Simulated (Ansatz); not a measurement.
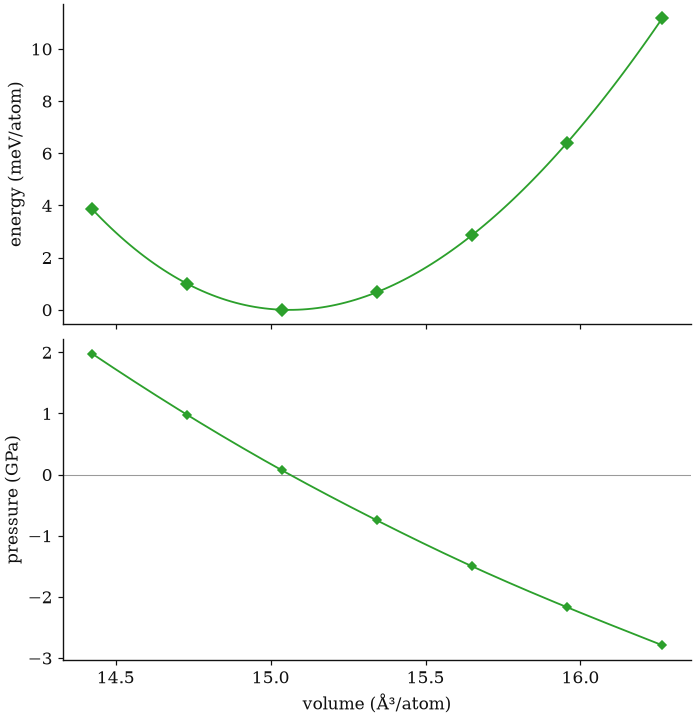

The figure shows the energy and pressure against volume for Li₂S, space group Fm-3m (No. 225).

The given structure:
```
S Li
1.0
     0.00000    2.84450    2.84450
     2.84450    0.00000    2.84450
     2.84450    2.84450    0.00000
S Li
1 2
Direct
  0.00000 0.00000 0.00000
  0.75000 0.75000 0.75000
  0.25000 0.25000 0.25000
```

Calculation (Ansatz 0.2.0): all-electron LAPW DFT, no spin polarisation; energies at scaled volumes of the given cell, shape and fractions fixed, counted from the fit's minimum, third-order Birch-Murnaghan fit. Level: PBEsol.

k mesh 8×8×8; occupations Fermi–Dirac; smearing width 0.05 eV; potentials all electron LAPW, scalar relativistic; program settings basis error eV/atom 0.002.

How stiff is the solid, and where is its volume at rest?

Answer. A third-order Birch–Murnaghan fit gives V0 = 15.06 Å³/atom, B0 = 42.6 GPa and B′ = 4.2.

What does the pressure do across the range?

Answer. It falls from 1.98 GPa at volume 14.42 Å³/atom to −2.79 GPa at 16.26 Å³/atom, and changes sign near 15.06 Å³/atom.
